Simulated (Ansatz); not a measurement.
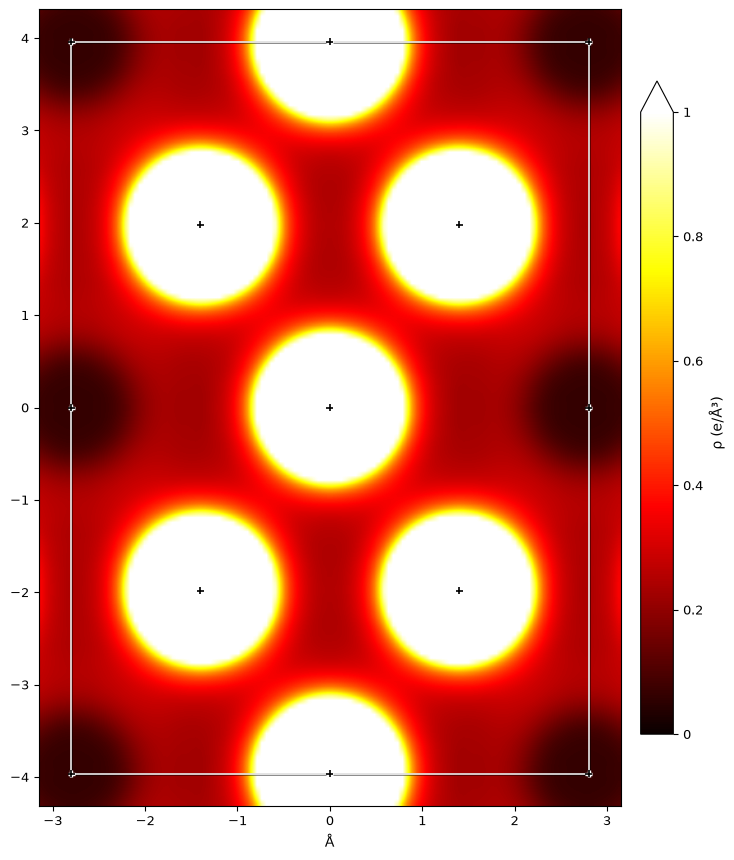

The valence electron density on a plane through atoms (crosses mark nuclei in the plane).

Level of theory: DFT PBEsol, scalar-relativistic, plane waves, PAW (Ansatz).

Candidates:
A. HfN, a = 3.06 Å, b = 3.30 Å, c = 4.50 Å, α = 90.00°, β = 90.00°, γ = 90.00°. Space group Immm; changed on purpose from its base cell (strain -0.0750 x Voigt [0, 0, 0, 0, 1, 0], atoms carried along); computed without spin polarisation.
B. AlNi3, a = 5.60 Å, b = 5.60 Å, c = 5.60 Å, α = 90.00°, β = 90.00°, γ = 90.00°. Space group Fm-3m; a structure from a database of computed crystals, not necessarily the ambient phase; computed without spin polarisation.
C. SiNi3 (interface cell), a = 3.46 Å, b = 3.46 Å, c = 13.95 Å, α = 90.00°, β = 90.00°, γ = 90.00°. Computed without spin polarisation.

Which system is this?

Candidate B: AlNi3 on the (011) plane of the conventional cell, which holds Al and Ni. Al–Ni (2.43 Å): ρ is about 0.32 e/Å³ halfway. Ni–Ni (2.43 Å): the density is about 0.36 e/Å³ at the midpoint.
